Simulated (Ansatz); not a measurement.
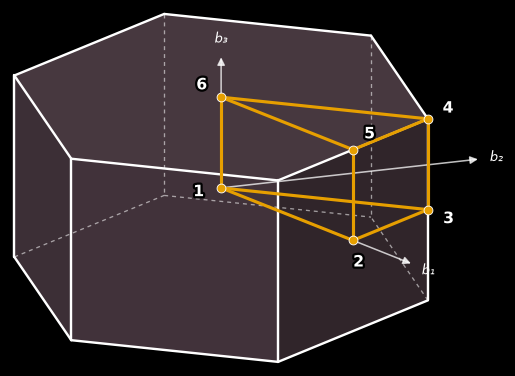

The first Brillouin zone of a primitive hexagonal lattice (hP; extended symbol hP2) is drawn with its special points numbered. Crystal: ZrSe2, coordinates from a relaxation with Ansatz 0.2.0, DFT PBE+D3(BJ), scalar-relativistic, plane waves, PAW; the starting structure was generated, so it need not be a known form of this composition. All values are computed from the atomic coordinates in the standard setting (tolerance 0.002 Å).

a = 3.736 Å, b = 3.736 Å, c = 6.034 Å, α = 90.00°, β = 90.00°, γ = 120.00°.

Labels and path follow the convention of Hinuma et al. (2017), as computed by seekpath; the arrows show the directions of the reciprocal primitive vectors b₁, b₂, b₃, in which coordinates are given.

> Give the label and coordinates of each numbered point.

```tsv
no.	label	coordinates
1	Γ	(0, 0, 0)
2	M	(1/2, 0, 0)
3	K	(1/3, 1/3, 0)
4	H	(1/3, 1/3, 1/2)
5	L	(1/2, 0, 1/2)
6	A	(0, 0, 1/2)
```
